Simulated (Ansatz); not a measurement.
```yaml
crystal:
  lattice:
    - [5.79370, 0.00000, 0.00000]
    - [0.00000, 0.00000, -5.79370]
    - [0.00000, 5.79370, 0.00000]
  atoms:
    - { symbol: Ti, position: [0.50000, 0.50000, 0.00000] }
    - { symbol: Ti, position: [0.00000, 0.50000, 0.50000] }
    - { symbol: Ti, position: [0.00000, 0.00000, 0.00000] }
    - { symbol: Ti, position: [0.50000, 0.00000, 0.50000] }
    - { symbol: Si, position: [0.25000, 0.75000, 0.25000] }
    - { symbol: Si, position: [0.75000, 0.75000, 0.75000] }
    - { symbol: Si, position: [0.75000, 0.25000, 0.25000] }
    - { symbol: Si, position: [0.25000, 0.25000, 0.75000] }
```

Space group F-43m; started from the zinc blende prototype, which need not be the ambient phase; computed without spin polarisation.

Computed with DFT r2SCAN, scalar-relativistic, plane waves, PAW (Ansatz 0.2.0).

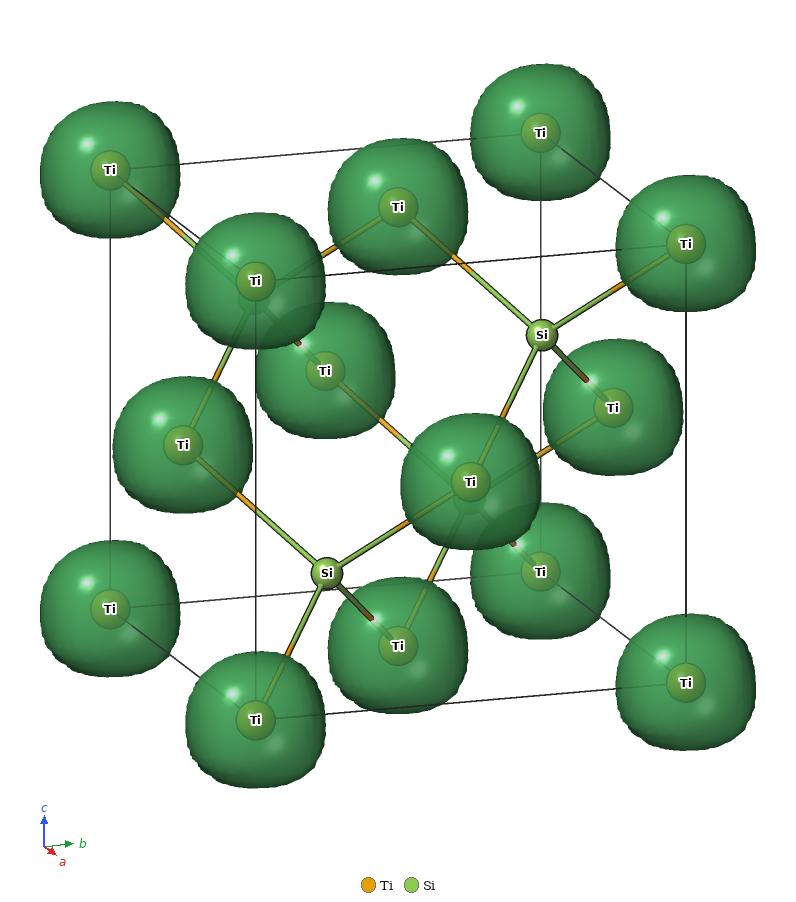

TiSi. Isosurface of the valence pseudo-density at 0.6 e/Å³ (green), seen slightly off an axis. Sticks mark near contacts.

The density is the valence pseudo-density of a PAW calculation; it isn't the true density close to the nuclei.

Q: What does this surface tell about the bonding?

A: At this value the density breaks into separate islands; it holds about 55 % of the electrons treated as valence (semicore included). It bridges none of the near contacts. It is pinched off along the sampled Ti–Si (2.51 Å) contacts. On the grid the lowest density along these lines, outside the cores, is 0.42 e/Å³ (Ti–Si, 2.51 Å).

Q: Metal or insulator at this level of theory?

A: It is gapped, with a Kohn–Sham gap of 0.34 eV on the k-point mesh (the band edges may lie off the mesh, which would make the gap smaller).
